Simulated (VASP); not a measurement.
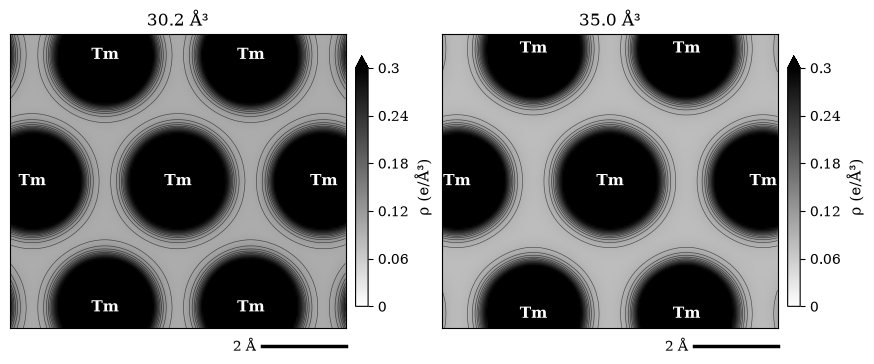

Tm. The valence electron density of cells scaled evenly to different volumes (given per atom above each panel), on the (111) plane of each (indices in the axes of the cell below), at one length scale and on one colour scale.

A generated structure, not necessarily the stable one; spin-polarised.

All numbers below come from VASP 6.6.1, Kohn-Sham DFT of a periodic cell, PBE, VASP PAW PBE potentials, recommended.

In a PAW calculation such maps are meaningful between the atoms, not at the nuclei.

The largest cell:

```
Tm
1.0
     0.00000    2.59540    2.59540
     2.59540    0.00000    2.59540
     2.59540    2.59540    0.00000
Tm
1
Direct
  0.00000 0.00000 0.00000
```

| volume (Å³/atom) | Tm–Tm contact in the plane (Å) | ρ at its midpoint (e/Å³) | pressure (GPa) | largest moment (μB) | 
| --- | --- | --- | --- | --- |
| 30.16 | 3.494 | 0.101 | −2.2 | 1.00 | 
| 30.92 | 3.523 | ? | ? | ? | 
| 34.97 | 3.670 | 0.081 | −0.3 | 1.18 | 

### Estimate the missing row, and compare with the calculation.

Over the known rows ln ρ falls by 1.25 per Å of Tm–Tm distance (the line through the two), which gives 0.097 e/Å³ at 3.523 Å; the calculation gives 0.097 e/Å³. For the pressure, a straight line in volume between the neighbouring rows gives −1.9 GPa; the calculation gives 2.7. For the largest moment, a straight line in volume between the neighbouring rows gives 1.03 μB; the calculation gives 1.17.
